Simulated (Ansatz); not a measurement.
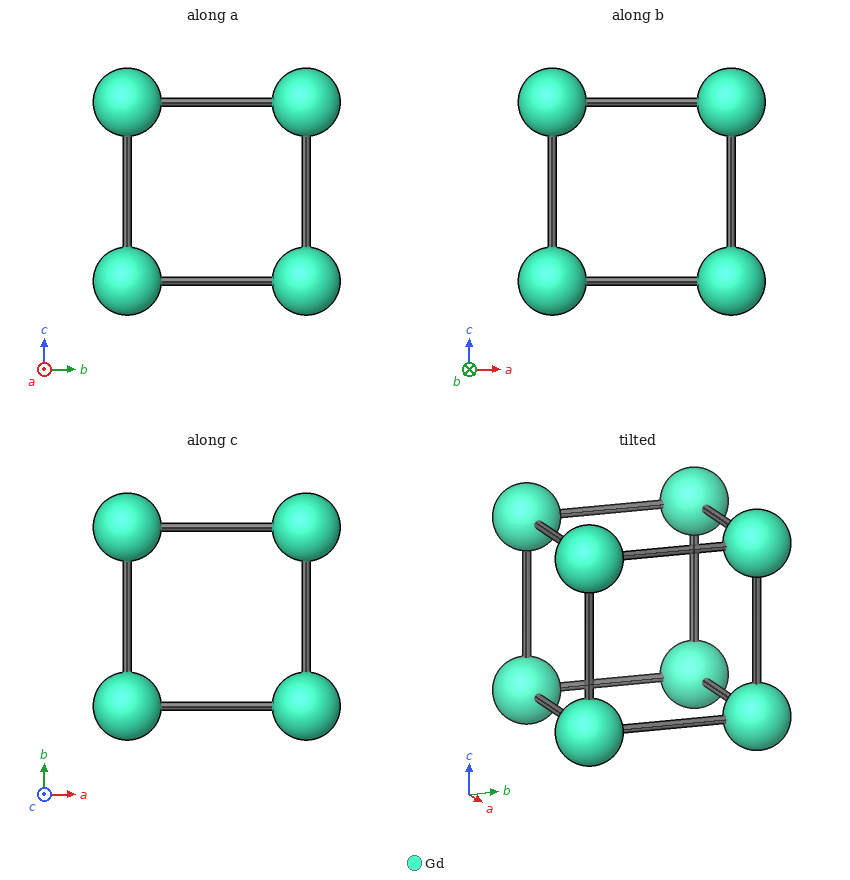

The crystal in a ball-and-stick representation, seen along the a axis, along the b axis, along the c axis and slightly off an axis. The conventional unit cell is outlined; an atom on or near a face, edge or corner is repeated at each equivalent position.

Lattice parameters: a = 3.194 Å, b = 3.194 Å, c = 3.194 Å, α = 90.00°, β = 90.00°, γ = 90.00°.

### Give the structure in the form of a table of Wyckoff sites.

Space group Pm-3m (No. 221).
| atom | site | x | y | z |
| --- | --- | --- | --- | --- |
| Gd | 1a | 0.0000 | 0.0000 | 0.0000 |

The model was built from a structure type filled with this element by a generator (whether the element takes this form wasn't checked). The cell was then strained or its atoms displaced on purpose. A calculation with Ansatz used it as input.
